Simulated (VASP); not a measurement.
# Al: a changed input and its effect

System: Al (Fm-3m, 1 atom in the cell).
Method of run A: Kohn-Sham DFT of a periodic cell, PBE with D3(BJ), VASP PAW PBE potentials, recommended, no spin polarisation (VASP 6.6.1).

The structure derives from an entry of the Crystallography Open Database. 

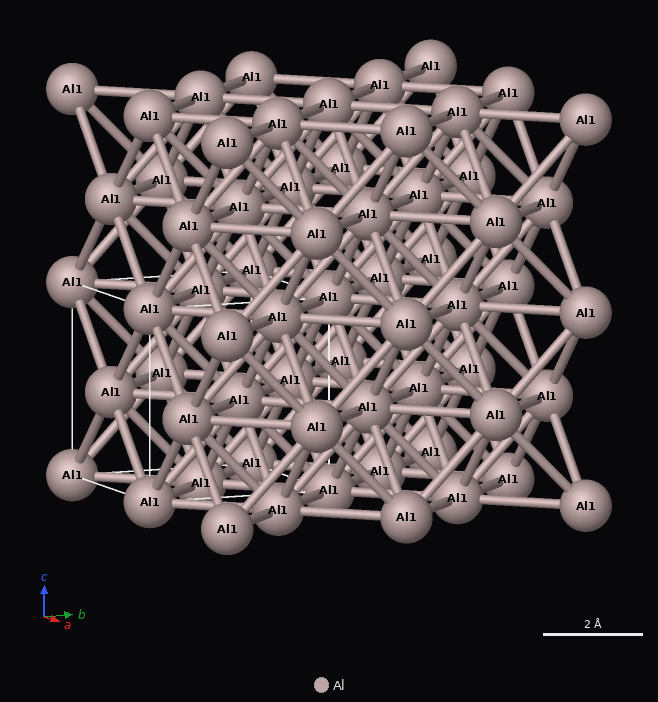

Figure 1. The structure as given in the input (ball-and-stick view of the cell 4 times as large as that of the calculation, set on its symmetry axes, repeated 2 × 2 × 2, seen slightly off an axis; atoms are numbered from 1 in the order of the input). An atom can appear more than once, as a periodic image. Near neighbours in the periodic cell (some may lie outside the picture): Al has 12 Al at 2.82 Å.

## INCAR, run A
```
PREC = Accurate
ENCUT = 520
EDIFF = 1E-7
ISMEAR = 0
SIGMA = 0.1
LREAL = F
LASPH = T
NELM = 60
ALGO = Normal
ISIF = 2
LWAVE = F
LCHARG = F
GGA = PE
IVDW = 12
```

## KPOINTS, run A
```
Automatic mesh
0
Gamma
  18 18 18
```

## POSCAR, run A
```
Al                                      
1.0
    0.0000000000      1.9907736748      1.9907736748
    1.9907736748      0.0000000000      1.9907736748
    1.9907736748      1.9907736748      0.0000000000
  Al            
     1
Direct
     0.0000000000000000    0.0000000000000000    0.0000000000000000
```

Launched with:
```bash
cat potpaw_PBE.64/Al/POTCAR > POTCAR
mpirun -np 1 vasp_std > vasp.out
```

Hardware: 1 thread of AMD EPYC (Zen 3), 1656 GiB of memory available, shared host.

## OSZICAR and lines of OUTCAR (run A)
```
N       E                     dE             d eps       ncg     rms          rms(c)
DAV:   1    -0.167937957349E+01   -0.16794E+01   -0.88297E+02  2065   0.329E+02
DAV:   2    -0.374501526214E+01   -0.20656E+01   -0.19034E+01  2580   0.304E+01
DAV:   3    -0.375982704536E+01   -0.14812E-01   -0.14652E-01  2520   0.312E+00
DAV:   4    -0.375988435144E+01   -0.57306E-04   -0.57281E-04  2615   0.183E-01
DAV:   5    -0.375988468279E+01   -0.33135E-06   -0.33193E-06  2695   0.118E-02    0.138E+00
DAV:   6    -0.374638972400E+01    0.13495E-01   -0.14388E-03  2245   0.291E-01    0.805E-01
DAV:   7    -0.373653935808E+01    0.98504E-02   -0.43738E-03  2270   0.472E-01    0.154E-01
DAV:   8    -0.373653683878E+01    0.25193E-05   -0.22771E-05  2445   0.517E-02    0.124E-02
DAV:   9    -0.373653510880E+01    0.17300E-05   -0.10277E-06  2435   0.739E-03    0.112E-03
DAV:  10    -0.373653480566E+01    0.30314E-06   -0.49804E-09  1960   0.822E-04    0.108E-03
DAV:  11    -0.373653473855E+01    0.67111E-07   -0.24980E-10  1265   0.157E-04
   1 F= -.40888486E+01 E0= -.40873804E+01  d E =-.293634E-02
[... from OUTCAR:]
  energy without entropy =       -3.73359840  energy(sigma->0) =       -3.73506657
 E-fermi :   8.4693     XC(G=0): -10.3591     alpha+bet :-15.5555
  external pressure =        0.06 kB  Pullay stress =        0.00 kB
  free  energy   TOTEN  =        -4.0888485523 eV
  energy  without entropy=       -4.0859122092  energy(sigma->0) =       -4.08738038
```

The input of run B differs as follows (lines with − go, lines with + come):
```diff
-    0.0000000000      1.9907736748      1.9907736748
-    1.9907736748      0.0000000000      1.9907736748
-    1.9907736748      1.9907736748      0.0000000000
+    0.0000000000      2.0298183654      2.0298183654
+    2.0298183654      0.0000000000      2.0298183654
+    2.0298183654      2.0298183654      0.0000000000
```

Predict how the results change.

With the same functional and potentials, run B lies 13.5 meV per atom higher. The pressure goes from 0.01 to −4.34 GPa. The volume per atom goes from 15.78 to 16.73 Å³. The cell is scaled evenly with the atoms at fixed fractional positions, so −ΔP/Δ ln V estimates the bulk modulus midway between the two volumes: about 75 GPa. The number of SCF iterations is the same. The plane waves at Γ go from 444.0 to 465.0.

## OSZICAR and lines of OUTCAR (run B)
```
N       E                     dE             d eps       ncg     rms          rms(c)
DAV:   1    -0.172166144101E+01   -0.17217E+01   -0.87365E+02  2005   0.330E+02
DAV:   2    -0.373845831415E+01   -0.20168E+01   -0.18277E+01  2500   0.297E+01
DAV:   3    -0.376590103633E+01   -0.27443E-01   -0.26853E-01  2655   0.367E+00
DAV:   4    -0.376600970084E+01   -0.10866E-03   -0.10866E-03  2530   0.218E-01
DAV:   5    -0.376601021684E+01   -0.51600E-06   -0.51538E-06  2685   0.136E-02    0.128E+00
DAV:   6    -0.375315628859E+01    0.12854E-01   -0.17129E-03  2250   0.315E-01    0.745E-01
DAV:   7    -0.374377792645E+01    0.93784E-02   -0.51303E-03  2330   0.510E-01    0.144E-01
DAV:   8    -0.374377371960E+01    0.42069E-05   -0.23966E-05  2455   0.524E-02    0.682E-03
DAV:   9    -0.374377224777E+01    0.14718E-05   -0.10107E-06  2460   0.689E-03    0.118E-03
DAV:  10    -0.374377185274E+01    0.39503E-06   -0.54286E-09  2090   0.799E-04    0.732E-04
DAV:  11    -0.374377177435E+01    0.78385E-07   -0.31283E-10  1290   0.168E-04
   1 F= -.40753685E+01 E0= -.40739622E+01  d E =-.281262E-02
[... from OUTCAR:]
  energy without entropy =       -3.74095916  energy(sigma->0) =       -3.74236547
 E-fermi :   7.8490     XC(G=0): -10.1473     alpha+bet :-14.6750
  external pressure =      -43.42 kB  Pullay stress =        0.00 kB
  free  energy   TOTEN  =        -4.0753684686 eV
  energy  without entropy=       -4.0725558530  energy(sigma->0) =       -4.07396216
```

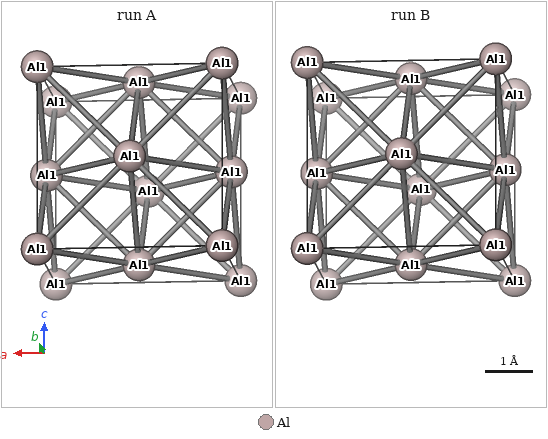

Figure 2. The two input geometries at one scale (ball-and-stick view of the cell 4 times as large as that of the calculation, set on its symmetry axes, seen at an oblique angle). The atoms keep their places relative to the cell (all moves are under 0.005 Å). The drawn cell changes as follows: a = b = c 3.982 → 4.060 Å (+2.0 %); the volume changes by +6.0 %. Among the contacts that change: Al1–Al1 2.815 → 2.871 Å.

## The two runs side by side

```tsv
quantity	run A	run B
outcome	converged	converged
free energy per atom (eV)	−4.0888	−4.0754
energy per atom, smearing taken to zero (eV)	−4.0874	−4.0740
gap on the mesh (eV)	0.00	0.00
pressure (GPa)	0.01	−4.34
volume per atom (Å³)	15.78	16.73
largest force (eV/Å)	0.000	0.000
SCF iterations	11	11
irreducible k-points	195	195
plane waves at Γ	444	465
```
